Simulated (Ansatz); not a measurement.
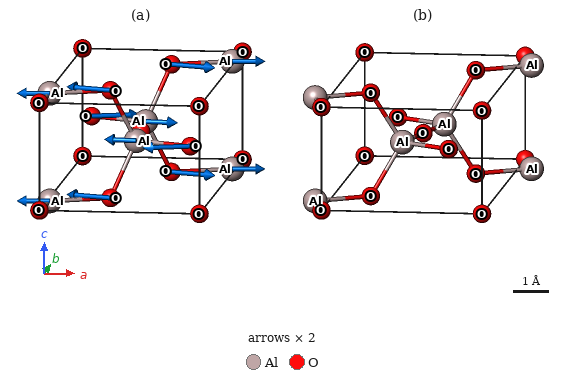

The structure of a crystal of Al₂O₃ (set up in Pnnm) before (left) and after (right) a relaxation, at one scale. The blue arrows give the displacements (the part carried along by the change of the cell is left out), magnified 2 times.

Style: ball-and-stick. Shown: the cell of the calculation, from a free direction.

All numbers below come from Ansatz, DFT r2SCAN, scalar-relativistic, plane waves, PAW.

Input
```yaml
crystal:
  lattice:
    - [4.613777, 0.0, 0.0]
    - [0.0, 9.563279, 0.0]
    - [0.0, 0.0, 3.119862]
  atoms:
    - { symbol: Al, position: [0.517025, 0.324573, 0.5] }
    - { symbol: Al, position: [0.482975, 0.675427, 0.5] }
    - { symbol: Al, position: [0.017025, 0.175427, 0.0] }
    - { symbol: Al, position: [0.982975, 0.824573, 0.0] }
    - { symbol: O, position: [0.876365, 0.24695, 0.5] }
    - { symbol: O, position: [0.0, 0.0, 0.0] }
    - { symbol: O, position: [0.623635, 0.74695, 0.0] }
    - { symbol: O, position: [0.376365, 0.25305, 0.0] }
    - { symbol: O, position: [0.123635, 0.75305, 0.5] }
    - { symbol: O, position: [0.5, 0.5, 0.5] }
basis:
  ecutwfc: 500
kpoints:
  mp_grid: { grid: [6, 4, 8] }
hamiltonian:
  xc: r2scan
scf:
  occupations: { method: gaussian, width: 0.02 }
output:
  forces: true
  stress: true
  eigenvalues: true
relax:
  adjacent_minimum: "off"
  f_tol: 0.005
  max_steps: 80
  cell: { stress_tol: 0.05 }
```

Run as
```bash
ansatz run input.yaml --threads 2 --pin off --max-ram 5120MiB --backend cpu --events-out ev --progress --plain --runs-dir out
```

> What changed between the two?

The energy falls by 0.247 eV per cell of the calculation in 9 accepted moves (10 points after the start). Largest force component: 0.21 eV/Å at the start, 0.0042 eV/Å at the end. Pressure: −4.14 GPa at the start and 0.00 GPa at the end. At 1 point the geometry stayed and the basis and grid were re-selected for the new cell (energy shift of 2.0 meV per cell of the calculation at most each time). The largest moves relative to the cell, 0.71 Å, are those of O5, O7, O8 and O9. O5 goes roughly along [−3 −1 0]. Largest moves by element: O 0.71 Å, Al 0.48 Å. Cell: a 4.614 → 4.629 Å (+0.3 %), b 9.563 → 9.609 Å (+0.5 %), c 3.120 → 2.995 Å (−4.0 %). Volume −3.2 %. Near-neighbour distances that change, for instance: Al1–O8 1.823 → 1.794 Å, Al1–O5 1.817 → 1.801 Å, Al1–O10 1.679 → 1.673 Å. Bond angles that change, for instance: O6–Al4–O7 116.8° → 111.6°, Al1–O5–Al3 118.6° → 123.3°, O9–Al4–O9 117.7° → 113.2°. The space group stays Pnnm (No. 58). Cost: 3.3 min on 2 threads of Arm Neoverse V2 (shared host), peak memory 0.8 GiB.
